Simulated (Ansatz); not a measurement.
```
Si O
1.0
     4.86728    0.00000    0.00000
     0.00000    0.00000   -4.86728
     0.00000    4.86728    0.00000
Si O
4 4
Cartesian
  1.2168 1.2168 -3.6505
  3.6505 3.6505 -3.6505
  3.6505 1.2168 -1.2168
  1.2168 3.6505 -1.2168
  2.4336 0.0000 -2.4336
  0.0000 2.4336 -2.4336
  0.0000 0.0000 0.0000
  2.4336 2.4336 0.0000
```

Space group F-43m; a structure generated by program, which may or may not match a known phase.

The calculation used DFT PBE, scalar-relativistic, plane waves, PAW in Ansatz 0.2.0.

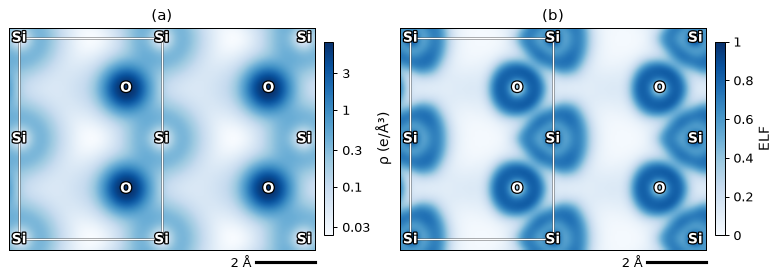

SiO. (a) valence charge density (pseudo); (b) electron localisation function on the (011) plane of the conventional cell.

The density is the valence pseudo-density of a PAW calculation; it isn't the true density close to the nuclei.

**Read the bonding off the picture.**

- The section cuts through Si and O sites.
- Si–O (2.11 Å): the density is about 0.48 e/Å³ at the midpoint; the ELF peaks at about 0.85 in the valence shell of O, 0.6 Å from its nucleus, and drops to about 0.50 between the two atoms.
- Between the atoms the lowest density in this plane is 0.02 e/Å³.
